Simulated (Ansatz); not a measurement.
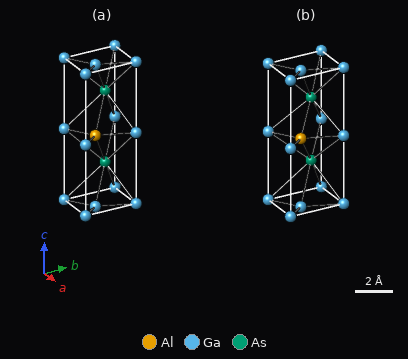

The structure of a crystal of AlGa3As2 (a generated structure, set up in P-6m2) (coarse preliminary run) before (left) and after (right) a relaxation, at one scale.

A ball-and-stick model of the cell of the calculation, seen slightly off an axis.

Level of theory: Ansatz, DFT PBE, scalar-relativistic, plane waves, PAW.

Input file:
```yaml
crystal:
  lattice:
    - [4.07715566, 0.0, 0.0]
    - [-2.03857783, 3.53092038, 0.0]
    - [0.0, 0.0, 8.04840398]
  atoms:
    - { symbol: Al, position: [0.66666667, 0.33333333, 0.5] }
    - { symbol: Ga, position: [0.66666667, 0.33333333, 0.0] }
    - { symbol: Ga, position: [0.0, 0.0, 0.5] }
    - { symbol: Ga, position: [0.0, 0.0, 0.0] }
    - { symbol: As, position: [0.33333333, 0.66666667, 0.75200784] }
    - { symbol: As, position: [0.33333333, 0.66666667, 0.24799216] }
basis:
  ecutwfc: 420
kpoints:
  mp_grid: { grid: [6, 6, 2] }
hamiltonian:
  xc: pbe
scf:
  occupations: { method: gaussian, width: 0.1 }
  lower_state_search: "off"
output:
  forces: true
  stress: true
  eigenvalues: true
relax:
  adjacent_minimum: "off"
  f_tol: 0.04
  max_steps: 70
  cell: { stress_tol: 0.4 }
```

Launched with:
```bash
ansatz run input.yaml --threads 1 --pin off --max-ram 2560MiB --backend cpu --events-out ev --progress --plain --runs-dir out
```

### What changed between the two?

The largest moves relative to the cell, 0.16 Å, are those of As5 and As6. As5 goes along −c. Al and Ga stay in place. The drawn cell changes as follows: a = b 4.077 → 4.280 Å (+5.0 %), c 8.048 → 7.733 Å (−3.9 %); the volume changes by +5.9 %. Some distances before and after: Ga2–As5 3.086 → 3.230 Å, Al1–Ga3 2.354 → 2.471 Å, Ga2–Ga4 2.354 → 2.471 Å, Al1–As5 3.107 → 3.050 Å. The space group stays P-6m2 (No. 187). After 3 accepted moves (4 points after the start) the energy has fallen by 0.536 eV per cell of the calculation. The largest force component goes from 0.56 to 0.019 eV/Å. The pressure goes from 5.88 to 0.12 GPa. At 1 point the geometry stayed and the basis and grid were re-selected for the new cell (energy shift of 2.4 meV per cell of the calculation at most each time). Cost: 36 s on 1 thread of AMD EPYC 7R43 64-Core Processor (Zen 3) (shared host), peak memory 0.44 GiB.

Limits of the set-up: the k-point mesh is coarse for a cell with partly filled bands.
